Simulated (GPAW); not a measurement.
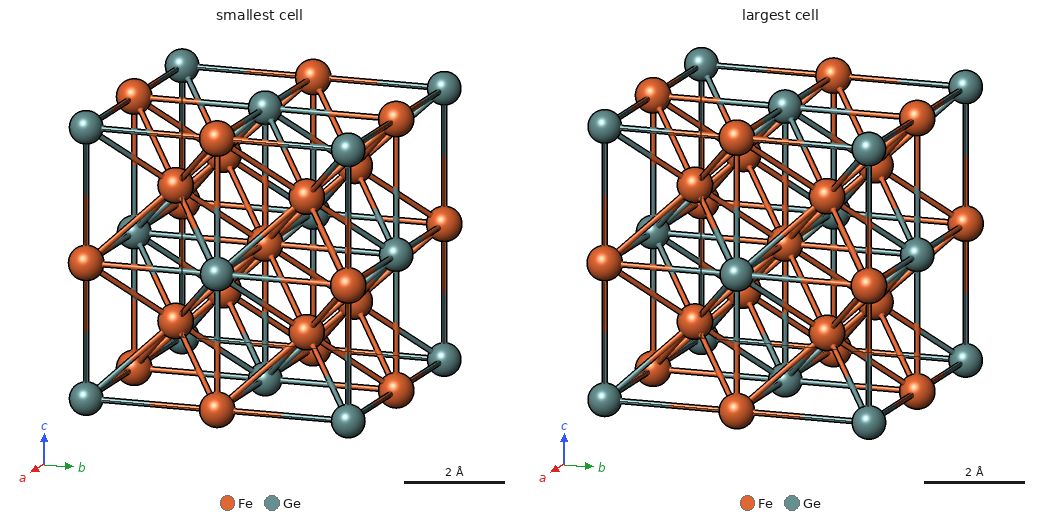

Fe3Ge, D0₃ (BiF₃ or Fe₃Al type), space group Fm-3m (No. 225), relaxed (cell and atoms, zero pressure) with five choices of dispersion term on top of PBEsol; the smallest and the largest of the relaxed conventional cells are drawn to one scale (sticks follow a distance rule). The start was a structure listed in the Materials Project. It needn't be the stable form of this composition.

Alike in all runs: GPAW 26.7.0; functional PBEsol; potentials PAW data sets generated in the run's folder for this functional; cutoff 600 eV; k mesh 7 × 7 × 7 on the run's cell of 4 atoms; occupations fermi-dirac, width 0.05 eV; collinear spin, ferromagnetic start; no spin-orbit coupling. All runs are metallic.

```tsv
level	volume (Å³/atom)	a (Å)	moment (μB/atom)
D4	11.14	5.628	1.27
none	11.30	5.654	1.28
D3	11.06	5.614	1.27
D3(BJ)-ATM	?	?	?
D3(BJ)	11.03	5.609	1.26
```

**What does D3(BJ)-ATM give?**

Volume 11.09 Å³/atom; a 5.619 Å; moment 1.27 μB/atom. That is between D3 and D4 in volume.

**Order the levels by the relaxed volume, smallest first.**

D3(BJ) (11.03 Å³/atom), D3 (11.06 Å³/atom), D3(BJ)-ATM (11.09 Å³/atom), D4 (11.14 Å³/atom), none (11.30 Å³/atom). Rows within a few tenths of a per cent can't be told apart.

Caveat: each step starts from the last one's moments, so a moment once lost doesn't come back; later steps reuse the first step's grids; pairwise dispersion terms can overbind metals strongly.
